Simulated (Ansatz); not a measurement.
## Electronic structure of TiAl in real space

Input file:

```
crystal:
  lattice:
    - [2.8672622327, 0.0, 0.0]
    - [-1.4336311163, 2.4831219328, 0.0]
    - [0.0, 0.0, 4.678083]
  atoms:
    - { symbol: Ti, position: [-0.0714632266, -0.0523147127, -0.0277685989] }
    - { symbol: Al, position: [0.3333333333, 0.6666666667, 0.5] }
basis:
  ecutwfc: 500
kpoints:
  mp_grid: { grid: [18, 18, 10] }
hamiltonian:
  xc: r2scan
scf:
  occupations: { method: gaussian, width: 0.15 }
output:
  forces: true
  stress: true
  eigenvalues: true
  write_density: true
  write_potential: true
  elf: true
  volumetric_format: npy
```

Command:

```sh
ansatz run input.yaml --threads 1 --pin off --max-ram 2560MiB --backend cpu --events-out ev --progress --plain --runs-dir out
```

Below, planes, directions and counts refer to the conventional cell (a = 2.87 Å, b = 2.87 Å, c = 4.68 Å, α = 90.00°, β = 90.00°, γ = 120.00°).

Space group P1; a structure from a database of computed crystals, not necessarily the ambient phase; changed on purpose from its base cell (all Ti atoms moved -0.225 Å, as atom 1 along Cartesian [1 1 1]); not relaxed (largest force 1.1 eV/Å); computed without spin polarisation.

Method: DFT r2SCAN, scalar-relativistic, plane waves, PAW in Ansatz.

In a PAW calculation such maps are meaningful between the atoms, not at the nuclei.

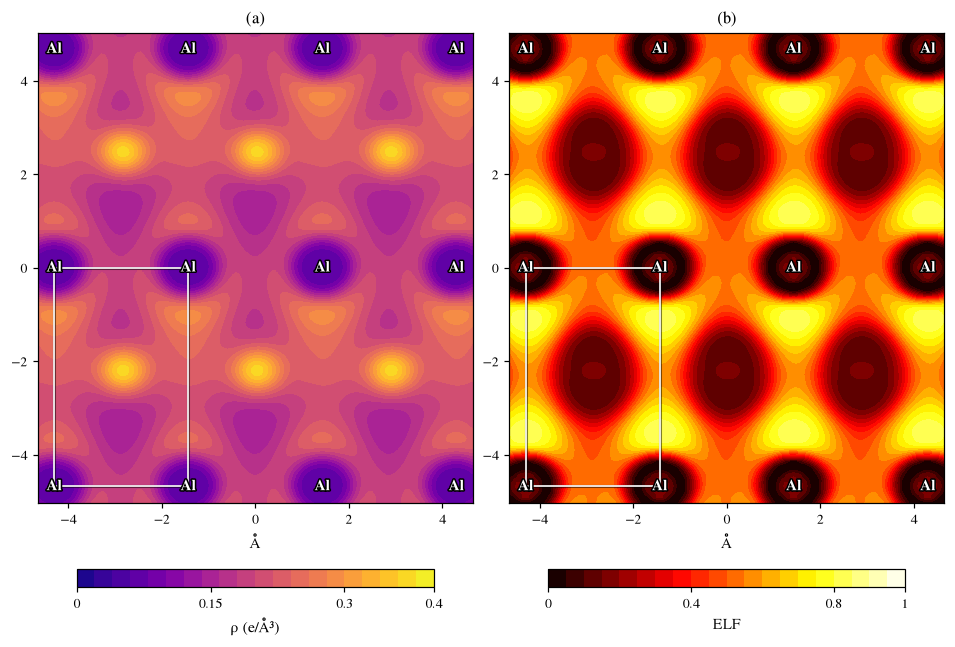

Figure 1. (a) valence electron density; (b) ELF on the (010) plane of the conventional cell.

Question: What does the map show?

Answer: The plane passes through Al nuclei.
Al–Al (2.87 Å): ρ is about 0.19 e/Å³ halfway; the ELF is about 0.55 at the midpoint.
Between the atoms the lowest density in this plane is 0.14 e/Å³.

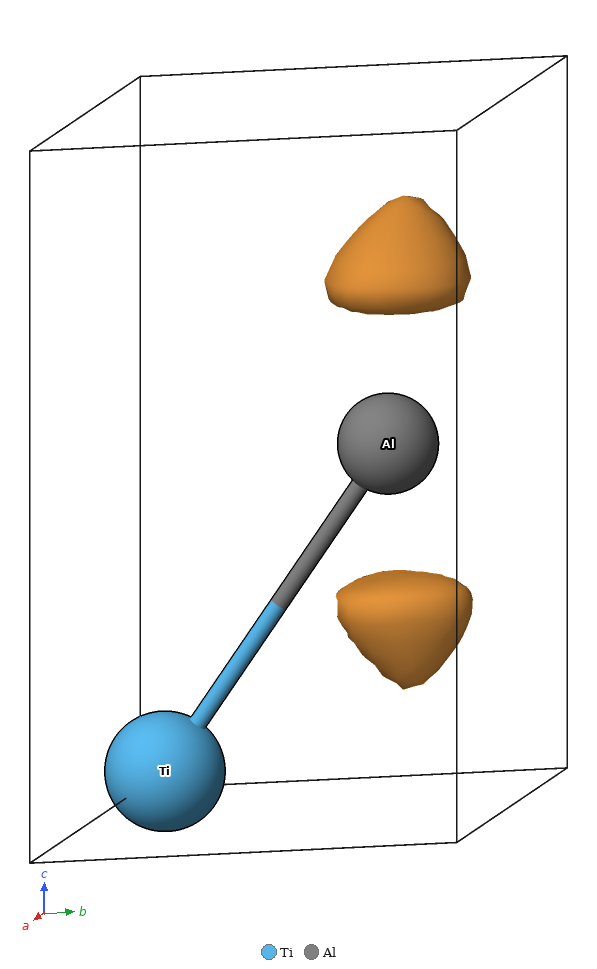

Figure 2. Isosurface of the ELF at 0.75 (orange), seen slightly off an axis. Only the valence region is drawn (cores and ρ < 0.01 e/Å³ removed). Sticks mark near contacts.

Question: Where are the electrons localised?

Answer: The surface consists of two pockets between the atoms, centred on no nucleus (multi-centre or interstitial), counted in one cell of 2 atoms. Any copies at cell faces, edges or corners count once. Along the contacts the grid gives the following. Ti–Al (2.66 Å): the ELF is about 0.35 at the midpoint. Ti–Ti (2.87 Å): the ELF is about 0.25 at the midpoint (no shared electron pair shows on this line).

Question: Metal or insulator at this level of theory?

Answer: It is metallic or semimetallic at this level of theory: no gap opens.
